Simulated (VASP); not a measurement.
Rb: space group Pnma (No. 62), a = 5.740 Å, b = 4.640 Å, c = 12.380 Å, α = 90.00°, β = 90.00°, γ = 90.00°. Origin: an entry of the Crystallography Open Database, as set up for an electronic-structure calculation. Forms under 0.4 % of the area are left out.

### What shape follows from the Bravais–Friedel–Donnay–Harker rule?

The forms computed, by share of the surface:

| form | faces | d (Å) | share of area (%) |
| --- | --- | --- | --- |
| {101} | 4 | 5.207 | 39.9 |
| {011} | 4 | 4.345 | 30.6 |
| {002} | 2 | 6.190 | 27.3 |
| {111} | 8 | 3.464 | 2.2 |

Widths along a, b and c stand as 1.00 : 1.16 : 0.76.

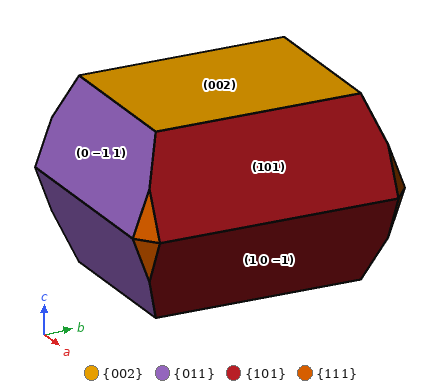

The computed shape, faces indexed. The rule is geometric and ignores bonding and growth conditions.
